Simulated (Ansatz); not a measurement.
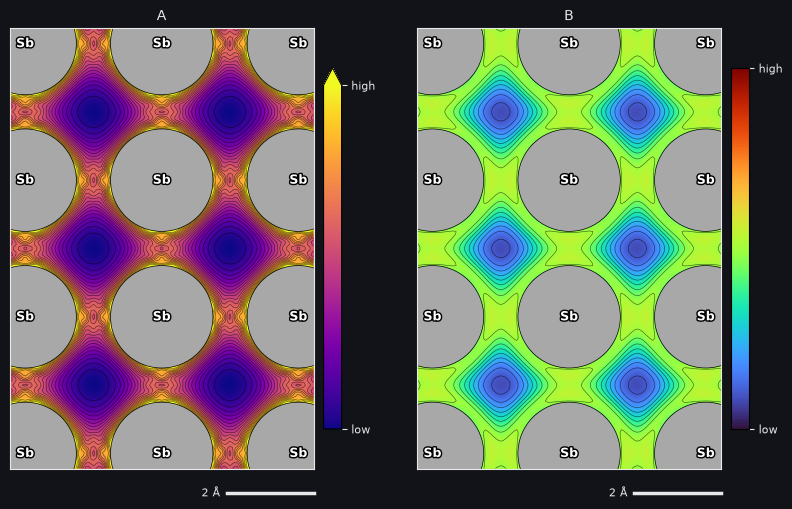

Sb: 2 fields on the (001) plane of the conventional cell, with unlabelled colour scales. Grey discs cover the atomic cores.

Space group Pm-3m; computed pressure about −6 GPa in this cell.

Computed with Kohn-Sham DFT of a periodic cell, LDA, spin-orbit coupling, PseudoDojo standard (Ansatz).

### The panels show electron localisation function and valence pseudo-density in some order. Assign them.

Panel A: valence pseudo-density. Panel B: electron localisation function. From the grid: Sb–Sb (3.16 Å): ρ is about 0.2 e/Å³ halfway; the ELF is about 0.50 at the midpoint.
